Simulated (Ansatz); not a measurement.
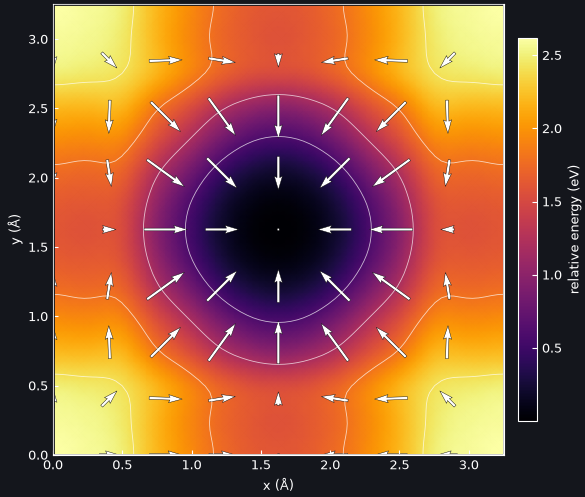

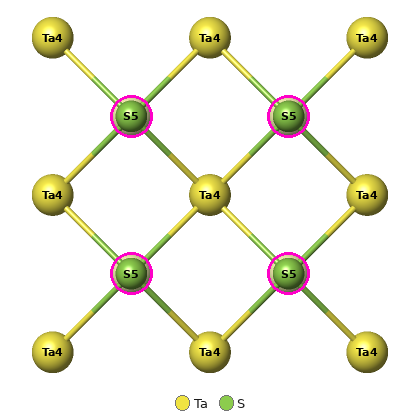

Energy landscape of S on a Ta(100) slab cut from the Im-3m phase, its upper half relaxed before the scan (4 atoms of substrate and one adsorbate in a 1 × 1 cell). 
- S is moved over the surface cell; relaxed at each place: the height of the adsorbate's atoms and the top layer of the substrate; the origin of the map has the adsorbate above Ta4.
- Places are given modulo a cell vector. The map is drawn in real space over the plane of the surface.
- The grid has 8 × 8 points; 22 points were computed and 42 follow by symmetry.
- Energies are in eV, from the lowest grid point.
- With one adsorbate in each 1 × 1 cell, its nearest image is 3.3 Å away, so neighbouring adsorbates interact.
- All numbers below come from DFT LDA, scalar-relativistic, plane waves, PAW (Ansatz). Settings: cutoff 420 eV, k-mesh 8×8×1, gaussian smearing 0.1 eV, no spin polarisation.

The picture shows a smooth colour map with a few white contour lines, arrows along the force (downhill), their lengths compressed, the outline of one cell of the plane. Between grid points the surface is interpolated. The second picture is the structure at the lowest point; rings mark the moved atoms.

> Where are the wells?

The lowest grid point is at a fourfold hollow over a second-layer Ta atom, (4/8, 4/8) of the cell vectors. The highest grid point, the top site over a surface Ta atom, (0/8, 0/8) of the cell vectors, lies 2.62 eV above the lowest. On the interpolated surface the easiest way out of the lowest well to its copy in the next cell or period passes a barrier of about 1.6 eV. At the lowest point the adsorbate has 4 Ta at 2.50 Å as nearest neighbours, at the highest 1 Ta at 2.19 Å. Its relaxed height above the top atom is 1.19 Å at the lowest and 2.44 Å at the highest point.

Grid values (eV):

| second ↓, first → | 0/8 | 1/8 | 2/8 | 3/8 | 4/8 | 5/8 | 6/8 | 7/8 |
| --- | --- | --- | --- | --- | --- | --- | --- | --- |
| 7/8 | 2.55 | 2.48 | 2.14 | 1.74 | 1.59 | 1.74 | 2.14 | 2.48 |
| 6/8 | 2.12 | 2.14 | 1.66 | 1.12 | 0.84 | 1.12 | 1.66 | 2.14 |
| 5/8 | 1.76 | 1.74 | 1.12 | 0.47 | 0.21 | 0.47 | 1.12 | 1.74 |
| 4/8 | 1.61 | 1.59 | 0.84 | 0.21 | 0.00 | 0.21 | 0.84 | 1.59 |
| 3/8 | 1.76 | 1.74 | 1.12 | 0.47 | 0.21 | 0.47 | 1.12 | 1.74 |
| 2/8 | 2.12 | 2.14 | 1.66 | 1.12 | 0.84 | 1.12 | 1.66 | 2.14 |
| 1/8 | 2.55 | 2.48 | 2.14 | 1.74 | 1.59 | 1.74 | 2.14 | 2.48 |
| 0/8 | 2.62 | 2.55 | 2.12 | 1.76 | 1.61 | 1.76 | 2.12 | 2.55 |

The input of one point:

```yaml
crystal:
  lattice:
    - [3.2528501163, 0.0, 0.0]
    - [0.0, 3.2528501163, 0.0]
    - [0.0, 0.0, 20.2133955625]
  atoms:
    - { symbol: Ta, position: [0.5, 0.5, 0.1978885728] }
    - { symbol: Ta, position: [0.0, 0.0, 0.2783513062] }
    - { symbol: Ta, position: [0.5, 0.5, 0.3580225063] }
    - { symbol: Ta, position: [0.0, 0.0, 0.4310703531] }
    - { symbol: S, position: [0.5, 0.5, 0.4815319392] }
basis:
  ecutwfc: 420
kpoints:
  mp_grid: { grid: [8, 8, 1] }
hamiltonian:
  xc: lda
  pseudopotentials: { kind: paw, azcp: { folder: soft_1 } }
scf:
  occupations: { method: gaussian, width: 0.1 }
output:
  forces: true
  eigenvalues: true
relax:
  adjacent_minimum: "off"
  f_tol: 0.025
  max_steps: 30
  constraints: [{ sites: [0, 1, 2] }, { sites: [4], fix: xy }]
efield:
  axis: 3
  dipole_correction: true
  ramp_width: 0.04
```

Time for the 22 points that were run: 27 min on 1 thread of Intel(R) Xeon(R) 6975P-C (Granite Rapids) (shared host).
